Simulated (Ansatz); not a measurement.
# NbN: geometry relaxation (part 1 of 2)

- system: NbN (slab, 8 atoms in the cell)
- method: DFT PBEsol, scalar-relativistic, plane waves, PAW, no spin polarisation (Ansatz 0.2.0)

The structure derives from an entry of the Crystallography Open Database. The input holds or restrains some coordinates. Forces given for the steps count only the free coordinates. It belongs to a series of runs on one base structure; here: clean slab, lower half held. Figures and captions count atoms from 1; the log counts them from 0 in places.

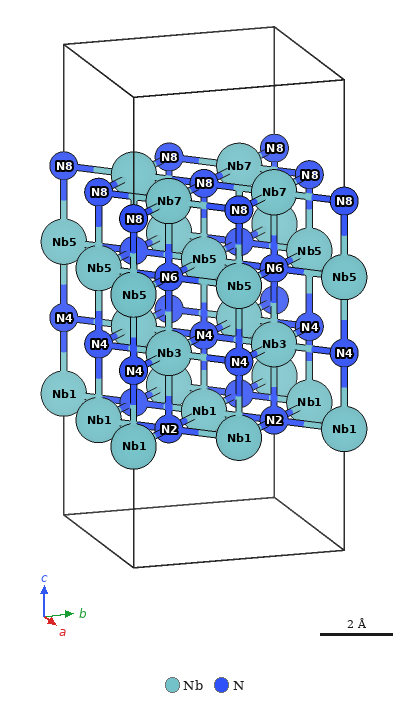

Figure 1. The starting structure (ball-and-stick view of the 2 × 2 repeat of the cell, with the vacuum cut short, seen slightly off an axis; atoms are numbered from 1 in the order of the input). An atom can appear more than once, as a periodic image. Near neighbours in the periodic cell (some may lie outside the picture): Nb has 5 N at 2.19 Å; N has 5 Nb at 2.19 Å; Nb has 6 N at 2.19 Å; N has 6 Nb at 2.19 Å.

Summary

- outcome: converged under the restraints of the input
- electrons treated: 72
- free energy: −19503.1944 eV
- work function, top face: 3.29 eV
- work function, bottom face: 3.48 eV
- Fermi energy: 5.526 eV
- gap on the k-point mesh: none (metallic)
- final volume: 226.15 Å³
- work function (upper face): 3.29 eV
- largest force (length of the vector) at the end, held atoms and coordinates included: 2.442 eV/Å
- hardware: 2 threads of Arm Neoverse N1, 24 GiB of memory available, shared host
- wall time: 74 s (CPU time 2.4 min)
- peak memory: 0.49 GiB

Warnings of the run: the exchange-correlation potential is rough where the density is thin.

Input
```yaml
crystal:
  lattice:
    - [3.0974787948, 0.0, 0.0]
    - [0.0, 3.0974787948, 0.0]
    - [0.0, 0.0, 23.5707447811]
  atoms:
    - { symbol: Nb, position: [0.0, 0.0, 0.3606165218] }
    - { symbol: "N", position: [0.5, 0.5, 0.3606165218] }
    - { symbol: Nb, position: [0.5, 0.5, 0.4535388406] }
    - { symbol: "N", position: [0.0, 0.0, 0.4535388406] }
    - { symbol: Nb, position: [0.0, 0.0, 0.5464611594] }
    - { symbol: "N", position: [0.5, 0.5, 0.5464611594] }
    - { symbol: Nb, position: [0.5, 0.5, 0.6393834782] }
    - { symbol: "N", position: [0.0, 0.0, 0.6393834782] }
basis:
  ecutwfc: 420
kpoints:
  mp_grid: { grid: [9, 9, 1] }
hamiltonian:
  xc: pbesol
scf:
  occupations: { method: gaussian, width: 0.1 }
output:
  forces: true
  eigenvalues: true
  write_density: true
  write_potential: true
  elf: true
  volumetric_format: npy
relax:
  adjacent_minimum: "off"
  f_tol: 0.03
  max_steps: 70
  constraints: [{ sites: [0, 1, 2, 3] }]
efield:
  axis: 3
  dipole_correction: true
  ramp_width: 0.04
```

Launched with:
```bash
ansatz run input.yaml --threads 2 --pin off --max-ram 5120MiB --backend cpu --events-out ev --progress --plain --runs-dir out
```

What the program printed
```
Engine: ansatz 0.2.0, aarch64-unknown-linux-gnu
Pseudopotentials: kind: paw
Pseudopotential: Nb, paw, valence charge 13, recommended cutoff 420 eV (normal), Nb.paw.azcp
Pseudopotential: N, paw, valence charge 5, recommended cutoff 420 eV (normal), N.paw.azcp
Functional definition: PBEsol
  exchange = pbesol_x
  correlation = pbesol_c
Crystal: 8 atoms, lattice volume = 226.147 Å³
Basis set: ecut = 420 eV, 4447 PW (Γ), exchange–correlation on 48×48×320 points (8 copies of the dense FFT grid, shifted against one another)
Bands: 44, of which v1, the nominal top of the filled ones, is band 36 counted from 1 (35 counted from 0)
Symmetry: 8 space group operations
k-points: 15 of 81
Non-local potential: Nb, projectors of the file, l = 0: 3, l = 1: 2, l = 2: 2, l = 3: 1
Non-local potential: N, projectors of the file, l = 0: 2, l = 1: 2, l = 2: 1
PAW form: soft (Blöchl's): semilocal exchange-correlation on the pseudo side does not see the compensation charge
PAW frozen core: Nb, regenerated for the run's functional, and the local potential with it (the file was generated under x = pbe(κ = 0.804, μ = 0.2195149727645171), c = pbe(β = 0.06672455060314922))
PAW frozen core: N, regenerated for the run's functional, and the local potential with it (the file was generated under x = pbe(κ = 0.804, μ = 0.2195149727645171), c = pbe(β = 0.06672455060314922))
PAW one-centre angular grid: Nb, 590 points (default); XC on 64 Gauss nodes
PAW one-centre angular grid: N, 110 points (default); XC on 64 Gauss nodes
Initial density: superposition of atomic densities (neutral atoms: chi_scale 0, normalization atom), corrected by the library's trained network
Initial wavefunctions: pseudopotential atomic-orbital guess
Functional: x = pbesol(κ = 0.804, μ = 0.12345679012345678), c = pbesol(β = 0.046)
SCF iter   1: F=—  HF=-19502.880298 eV  |F-HF|=—  |Δ(HF+E_count)|=         —  Δρ=8.70e-3  dr2=2.44e-1  ethr=1.77e-3  p=0.000 e·Å  D=2.27e-15 V/Å  ΔV_dip=-0.00 eV  dr2_dipole=5.79e-6  V_vac-E_F(+/−)=3.49/3.49 eV  ⟨swp⟩=7.5  Hψ=3280  notcnv=0
efield: sawtooth ramp at fractional position 0.9800 (placed from the atoms, in the widest stretch of the axis that holds none; the zero of the levels goes with the place), width 0.0400; the density the first Hamiltonian is built on has a dipole p = 0.000 e·Å; the dipole correction subtracts the counter field D = 2.27e-15 V/Å, which shifts the + side's vacuum level by -0.00 eV against the − side's; the planar-averaged density in the ramp window peaks in size at 1.9e-5 e/Å³
preconditioner: auto → LDOS  [metal: Δε(μ)=0.024 eV  Ē_g=8.237 eV  σ=0.100 eV  W_gap=0.14  n_scr=44 (ndim 8)  ℏωp=15.6 eV  f_vac=0.563  D(μ)=4.10/eV (n_scr^D=12)  β→1.0]
SCF iter   2: F=—  HF=-19502.859728 eV  |F-HF|=—  |Δ(HF+E_count)|=   2.06e-2  Δρ=6.44e-3  dr2=8.55e-2  ethr=3.39e-4  p=-0.000 e·Å  D=-1.58e-5 V/Å  ΔV_dip=0.00 eV  dr2_dipole=7.98e-6  V_vac-E_F(+/−)=3.45/3.45 eV  ⟨swp⟩=2.1  Hψ=1232  notcnv=0  defer=25
SCF iter   3: F=—  HF=-19502.841866 eV  |F-HF|=—  |Δ(HF+E_count)|=   1.79e-2  Δρ=8.08e-4  dr2=1.78e-3  ethr=1.19e-4  p=-0.000 e·Å  D=-4.53e-6 V/Å  ΔV_dip=0.00 eV  dr2_dipole=4.46e-7  V_vac-E_F(+/−)=3.43/3.43 eV  ⟨swp⟩=2.4  Hψ=1098  notcnv=0  defer=25
SCF iter   4: F=—  HF=-19502.841692 eV  |F-HF|=—  |Δ(HF+E_count)|=   1.74e-4  Δρ=1.95e-4  dr2=1.41e-4  ethr=2.47e-6  p=-0.000 e·Å  D=-8.81e-7 V/Å  ΔV_dip=0.00 eV  dr2_dipole=5.82e-10  V_vac-E_F(+/−)=3.40/3.40 eV  ⟨swp⟩=2.7  Hψ=1267  notcnv=0  defer=22
SCF iter   5: F=—  HF=-19502.841764 eV  |F-HF|=—  |Δ(HF+E_count)|=   7.18e-5  Δρ=8.48e-5  dr2=3.22e-5  ethr=1.96e-7  p=0.000 e·Å  D=6.81e-8 V/Å  ΔV_dip=-0.00 eV  dr2_dipole=2.95e-9  V_vac-E_F(+/−)=3.38/3.38 eV  ⟨swp⟩=2.7  Hψ=1031  notcnv=0  defer=22
SCF iter   6: F=-19502.841766 eV  HF=-19502.841771 eV  |F-HF|=4.51e-6  |Δ(HF+E_count)|=   6.95e-6  Δρ=3.22e-5  dr2=8.13e-6  ethr=3.12e-8  p=-0.000 e·Å  D=-9.25e-8 V/Å  ΔV_dip=0.00 eV  dr2_dipole=4.71e-11  V_vac-E_F(+/−)=3.37/3.37 eV  ⟨swp⟩=20.9  Hψ=8022  notcnv=0
SCF 1 converged in 6 iterations: F = -19502.841766 eV  dr2 = 8.13e-6
  greatest PAW one-centre occupation: 0.998 electrons in one spin orbital (limit 2), on the Nb atom at site 2 (counted from 0), in its partial waves of l = 0
relax step   1: F+E_penalty+E_count = -19502.84176609 eV  Δ(F+E_penalty+E_count) = +0.000e0 eV  max|allowed force component| = 2.534e0 eV/Å  Δτ_max = 0.0000 Å  (6 SCF iters, dr2 threshold 2.25e-5 eV, accepted)
Initial density: handed on by an earlier stage of this run
Initial wavefunctions: those handed on with the density
iter 1 solved again at ethr=2.07e-3 eV; its pass at ethr=3.10e-3 eV (dr2=1.49e0 eV) is discarded
SCF iter   1: F=—  HF=-19503.238258 eV  |F-HF|=—  |Δ(HF+E_count)|=         —  Δρ=1.05e-2  dr2=1.61e0  ethr=2.07e-3  p=-0.000 e·Å  D=-1.73e-7 V/Å  ΔV_dip=0.00 eV  dr2_dipole=4.71e-1  V_vac-E_F(+/−)=3.47/3.47 eV  ⟨swp⟩=1.5  Hψ=2517  notcnv=0  defer=25
efield: sawtooth ramp at fractional position 0.9800 (handed on by an earlier solve), width 0.0400; the density the first Hamiltonian is built on has a dipole p = -0.000 e·Å; the dipole correction subtracts the counter field D = -1.73e-7 V/Å, which shifts the + side's vacuum level by +0.00 eV against the − side's; the planar-averaged density in the ramp window peaks in size at 7.2e-7 e/Å³
preconditioner: auto → LDOS  [metal: Δε(μ)=0.013 eV  Ē_g=8.398 eV  σ=0.100 eV  W_gap=0.07  n_scr=44 (ndim 8)  ℏωp=15.6 eV  f_vac=0.564  D(μ)=4.69/eV (n_scr^D=14)  β→1.0]
SCF iter   2: F=—  HF=-19503.187117 eV  |F-HF|=—  |Δ(HF+E_count)|=   5.11e-2  Δρ=3.82e-3  dr2=3.79e-2  ethr=2.07e-3  p=0.002 e·Å  D=1.84e-3 V/Å  ΔV_dip=-0.04 eV  dr2_dipole=2.90e-3  V_vac-E_F(+/−)=3.39/3.44 eV  ⟨swp⟩=2.3  Hψ=841  notcnv=0  defer=26
SCF iter   3: F=—  HF=-19503.177927 eV  |F-HF|=—  |Δ(HF+E_count)|=   9.19e-3  Δρ=1.40e-3  dr2=4.29e-3  ethr=5.26e-5  p=0.009 e·Å  D=6.81e-3 V/Å  ΔV_dip=-0.16 eV  dr2_dipole=1.05e-5  V_vac-E_F(+/−)=3.29/3.45 eV  ⟨swp⟩=2.8  Hψ=1274  notcnv=0  defer=27
SCF iter   4: F=—  HF=-19503.177127 eV  |F-HF|=—  |Δ(HF+E_count)|=   8.00e-4  Δρ=1.68e-4  dr2=2.18e-4  ethr=5.96e-6  p=0.010 e·Å  D=7.67e-3 V/Å  ΔV_dip=-0.18 eV  dr2_dipole=1.39e-5  V_vac-E_F(+/−)=3.26/3.44 eV  ⟨swp⟩=2.3  Hψ=1000  notcnv=0  defer=27
SCF iter   5: F=-19503.177067 eV  HF=-19503.177149 eV  |F-HF|=8.25e-5  |Δ(HF+E_count)|=   2.23e-5  Δρ=8.13e-5  dr2=7.41e-5  ethr=1.39e-7  p=0.011 e·Å  D=9.11e-3 V/Å  ΔV_dip=-0.21 eV  dr2_dipole=2.40e-5  V_vac-E_F(+/−)=3.23/3.45 eV  ⟨swp⟩=21.6  Hψ=8169  notcnv=0
SCF 2 converged in 5 iterations: F = -19503.177067 eV  dr2 = 7.41e-5
relax step   2: F+E_penalty+E_count = -19503.17706684 eV  Δ(F+E_penalty+E_count) = -3.353e-1 eV  max|allowed force component| = 4.347e-1 eV/Å  Δτ_max = 0.1572 Å  (5 SCF iters, dr2 threshold 1.00e-4 eV, accepted)
SCF iter   1: F=—  HF=-19503.202064 eV  |F-HF|=—  |Δ(HF+E_count)|=         —  Δρ=3.42e-3  dr2=7.50e-2  ethr=2.78e-3  p=0.011 e·Å  D=9.11e-3 V/Å  ΔV_dip=-0.21 eV  dr2_dipole=1.32e-3  V_vac-E_F(+/−)=3.21/3.43 eV  ⟨swp⟩=3.0  Hψ=1143  notcnv=0  defer=26
efield: sawtooth ramp at fractional position 0.9800 (handed on by an earlier solve), width 0.0400; the density the first Hamiltonian is built on has a dipole p = 0.011 e·Å; the dipole correction subtracts the counter field D = 9.11e-3 V/Å, which shifts the + side's vacuum level by -0.21 eV against the − side's; the planar-averaged density in the ramp window peaks in size at 7.0e-7 e/Å³
preconditioner: auto → LDOS  [metal: Δε(μ)=0.064 eV  Ē_g=8.348 eV  σ=0.100 eV  W_gap=0.34  n_scr=44 (ndim 8)  ℏωp=15.6 eV  f_vac=0.563  D(μ)=5.00/eV (n_scr^D=14)  β→1.0]
SCF iter   2: F=—  HF=-19503.195112 eV  |F-HF|=—  |Δ(HF+E_count)|=   6.95e-3  Δρ=1.61e-3  dr2=9.06e-3  ethr=1.04e-4  p=0.010 e·Å  D=8.36e-3 V/Å  ΔV_dip=-0.20 eV  dr2_dipole=7.53e-4  V_vac-E_F(+/−)=3.26/3.45 eV  ⟨swp⟩=2.3  Hψ=1080  notcnv=0  defer=29
SCF iter   3: F=—  HF=-19503.193622 eV  |F-HF|=—  |Δ(HF+E_count)|=   1.49e-3  Δρ=4.04e-4  dr2=1.32e-3  ethr=1.26e-5  p=0.011 e·Å  D=9.13e-3 V/Å  ΔV_dip=-0.22 eV  dr2_dipole=1.91e-6  V_vac-E_F(+/−)=3.24/3.46 eV  ⟨swp⟩=2.8  Hψ=1077  notcnv=0  defer=29
SCF iter   4: F=—  HF=-19503.193486 eV  |F-HF|=—  |Δ(HF+E_count)|=   1.36e-4  Δρ=1.09e-4  dr2=8.50e-5  ethr=1.84e-6  p=0.011 e·Å  D=9.00e-3 V/Å  ΔV_dip=-0.21 eV  dr2_dipole=5.28e-7  V_vac-E_F(+/−)=3.25/3.46 eV  ⟨swp⟩=2.4  Hψ=964  notcnv=0  defer=29
SCF iter   5: F=-19503.193476 eV  HF=-19503.193480 eV  |F-HF|=3.94e-6  |Δ(HF+E_count)|=   6.30e-6  Δρ=2.55e-5  dr2=5.48e-6  ethr=1.64e-8  p=0.011 e·Å  D=9.10e-3 V/Å  ΔV_dip=-0.21 eV  dr2_dipole=3.23e-7  V_vac-E_F(+/−)=3.25/3.47 eV  ⟨swp⟩=22.3  Hψ=8299  notcnv=0
SCF 3 converged in 5 iterations: F = -19503.193476 eV  dr2 = 5.48e-6
relax step   3: F+E_penalty+E_count = -19503.19347603 eV  Δ(F+E_penalty+E_count) = -1.641e-2 eV  max|allowed force component| = 9.932e-2 eV/Å  Δτ_max = 0.0507 Å  (5 SCF iters, dr2 threshold 1.18e-5 eV, accepted)
SCF iter   1: F=—  HF=-19503.194867 eV  |F-HF|=—  |Δ(HF+E_count)|=         —  Δρ=7.82e-4  dr2=3.69e-3  ethr=4.41e-5  p=0.011 e·Å  D=9.10e-3 V/Å  ΔV_dip=-0.21 eV  dr2_dipole=6.82e-5  V_vac-E_F(+/−)=3.25/3.47 eV  ⟨swp⟩=2.0  Hψ=1183  notcnv=0
efield: sawtooth ramp at fractional position 0.9800 (handed on by an earlier solve), width 0.0400; the density the first Hamiltonian is built on has a dipole p = 0.011 e·Å; the dipole correction subtracts the counter field D = 9.10e-3 V/Å, which shifts the + side's vacuum level by -0.21 eV against the − side's; the planar-averaged density in the ramp window peaks in size at 5.5e-7 e/Å³
preconditioner: auto → LDOS  [metal: Δε(μ)=0.066 eV  Ē_g=8.352 eV  σ=0.100 eV  W_gap=0.36  n_scr=44 (ndim 8)  ℏωp=15.6 eV  f_vac=0.562  D(μ)=5.12/eV (n_scr^D=14)  β→1.0]
SCF iter   2: F=—  HF=-19503.194362 eV  |F-HF|=—  |Δ(HF+E_count)|=   5.05e-4  Δρ=4.46e-4  dr2=5.90e-4  ethr=5.13e-6  p=0.010 e·Å  D=7.99e-3 V/Å  ΔV_dip=-0.19 eV  dr2_dipole=4.15e-6  V_vac-E_F(+/−)=3.28/3.47 eV  ⟨swp⟩=2.5  Hψ=1054  notcnv=0  defer=2
SCF iter   3: F=—  HF=-19503.194294 eV  |F-HF|=—  |Δ(HF+E_count)|=   6.72e-5  Δρ=1.26e-4  dr2=9.93e-5  ethr=8.19e-7  p=0.010 e·Å  D=8.07e-3 V/Å  ΔV_dip=-0.19 eV  dr2_dipole=5.03e-7  V_vac-E_F(+/−)=3.28/3.47 eV  ⟨swp⟩=2.9  Hψ=1237  notcnv=0  defer=2
SCF iter   4: F=—  HF=-19503.194349 eV  |F-HF|=—  |Δ(HF+E_count)|=   5.47e-5  Δρ=3.98e-5  dr2=8.39e-6  ethr=1.38e-7  p=0.010 e·Å  D=7.85e-3 V/Å  ΔV_dip=-0.19 eV  dr2_dipole=1.80e-7  V_vac-E_F(+/−)=3.29/3.47 eV  ⟨swp⟩=2.4  Hψ=1064  notcnv=0  defer=2
SCF iter   5: F=—  HF=-19503.194349 eV  |F-HF|=—  |Δ(HF+E_count)|=   5.05e-7  Δρ=1.16e-5  dr2=1.22e-6  ethr=1.17e-8  p=0.010 e·Å  D=7.69e-3 V/Å  ΔV_dip=-0.18 eV  dr2_dipole=1.45e-8  V_vac-E_F(+/−)=3.29/3.47 eV  ⟨swp⟩=2.1  Hψ=929  notcnv=0  defer=2
SCF iter   6: F=—  HF=-19503.194349 eV  |F-HF|=—  |Δ(HF+E_count)|=   7.85e-8  Δρ=3.73e-6  dr2=1.21e-7  ethr=1.69e-9  p=0.009 e·Å  D=7.60e-3 V/Å  ΔV_dip=-0.18 eV  dr2_dipole=1.19e-8  V_vac-E_F(+/−)=3.30/3.47 eV  ⟨swp⟩=3.1  Hψ=1143  notcnv=0  defer=2
SCF iter   7: F=-19503.194349 eV  HF=-19503.194349 eV  |F-HF|=1.57e-8  |Δ(HF+E_count)|=   1.01e-8  Δρ=1.41e-6  dr2=2.58e-8  ethr=1.39e-10  p=0.009 e·Å  D=7.57e-3 V/Å  ΔV_dip=-0.18 eV  dr2_dipole=4.80e-9  V_vac-E_F(+/−)=3.30/3.47 eV  ⟨swp⟩=17.7  Hψ=5963  notcnv=0
SCF 4 converged in 7 iterations: F = -19503.194349 eV  dr2 = 2.58e-8
relax step   4: F+E_penalty+E_count = -19503.19434878 eV  Δ(F+E_penalty+E_count) = -8.727e-4 eV  max|allowed force component| = 3.933e-2 eV/Å  Δτ_max = 0.0108 Å  (7 SCF iters, accepted)
SCF iter   1: F=—  HF=-19503.194392 eV  |F-HF|=—  |Δ(HF+E_count)|=         —  Δρ=2.48e-4  dr2=8.20e-4  ethr=5.03e-6  p=0.009 e·Å  D=7.57e-3 V/Å  ΔV_dip=-0.18 eV  dr2_dipole=1.71e-4  V_vac-E_F(+/−)=3.30/3.47 eV  ⟨swp⟩=2.0  Hψ=1151  notcnv=0
efield: sawtooth ramp at fractional position 0.9800 (handed on by an earlier solve), width 0.0400; the density the first Hamiltonian is built on has a dipole p = 0.009 e·Å; the dipole correction subtracts the counter field D = 7.57e-3 V/Å, which shifts the + side's vacuum level by -0.18 eV against the − side's; the planar-averaged density in the ramp window peaks in size at 5.1e-7 e/Å³
preconditioner: auto → LDOS  [metal: Δε(μ)=0.073 eV  Ē_g=8.352 eV  σ=0.100 eV  W_gap=0.39  n_scr=44 (ndim 8)  ℏωp=15.6 eV  f_vac=0.562  D(μ)=5.08/eV (n_scr^D=14)  β→1.0]
SCF iter   2: F=—  HF=-19503.194356 eV  |F-HF|=—  |Δ(HF+E_count)|=   3.55e-5  Δρ=1.15e-4  dr2=4.11e-5  ethr=1.14e-6  p=0.009 e·Å  D=7.57e-3 V/Å  ΔV_dip=-0.18 eV  dr2_dipole=1.66e-6  V_vac-E_F(+/−)=3.30/3.47 eV  ⟨swp⟩=2.0  Hψ=953  notcnv=0
SCF iter   3: F=—  HF=-19503.194425 eV  |F-HF|=—  |Δ(HF+E_count)|=   6.91e-5  Δρ=5.93e-5  dr2=1.70e-5  ethr=5.70e-8  p=0.010 e·Å  D=7.60e-3 V/Å  ΔV_dip=-0.18 eV  dr2_dipole=9.06e-9  V_vac-E_F(+/−)=3.30/3.48 eV  ⟨swp⟩=3.0  Hψ=1417  notcnv=0
SCF iter   4: F=—  HF=-19503.194422 eV  |F-HF|=—  |Δ(HF+E_count)|=   3.12e-6  Δρ=1.91e-5  dr2=2.03e-6  ethr=2.36e-8  p=0.010 e·Å  D=7.62e-3 V/Å  ΔV_dip=-0.18 eV  dr2_dipole=4.80e-8  V_vac-E_F(+/−)=3.30/3.48 eV  ⟨swp⟩=2.0  Hψ=958  notcnv=0
SCF iter   5: F=—  HF=-19503.194422 eV  |F-HF|=—  |Δ(HF+E_count)|=   1.54e-7  Δρ=3.99e-6  dr2=1.26e-7  ethr=2.82e-9  p=0.010 e·Å  D=7.64e-3 V/Å  ΔV_dip=-0.18 eV  dr2_dipole=1.06e-9  V_vac-E_F(+/−)=3.30/3.48 eV  ⟨swp⟩=2.0  Hψ=988  notcnv=0
SCF iter   6: F=-19503.194422 eV  HF=-19503.194422 eV  |F-HF|=2.55e-9  |Δ(HF+E_count)|=   4.44e-8  Δρ=8.11e-7  dr2=4.29e-9  ethr=1.39e-10  p=0.010 e·Å  D=7.65e-3 V/Å  ΔV_dip=-0.18 eV  dr2_dipole=8.82e-10  V_vac-E_F(+/−)=3.30/3.48 eV  ⟨swp⟩=15.3  Hψ=5786  notcnv=0
SCF 5 converged in 6 iterations: F = -19503.194422 eV  dr2 = 4.29e-9
relax step   5: F+E_penalty+E_count = -19503.19442208 eV  Δ(F+E_penalty+E_count) = -7.330e-5 eV  max|allowed force component| = 3.534e-3 eV/Å  Δτ_max = 0.0031 Å  (6 SCF iters, accepted)
```

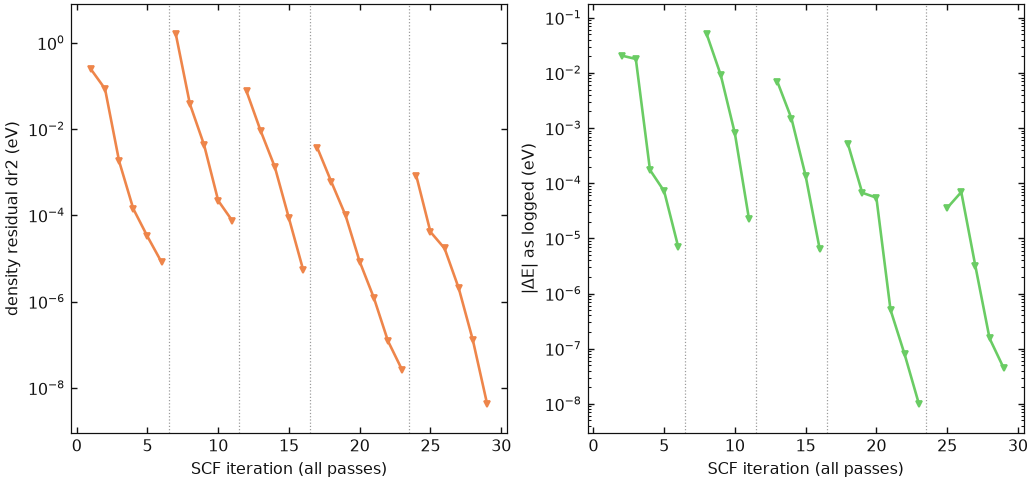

Figure 2. Convergence of the self-consistent field: density residual dr2 and size of the energy change against the SCF iteration. The dotted lines part the SCF passes of the relaxation: geometry steps, rejected trials and re-solves on a re-selected basis. The 5 passes take 5 to 7 iterations each, 29 in all.
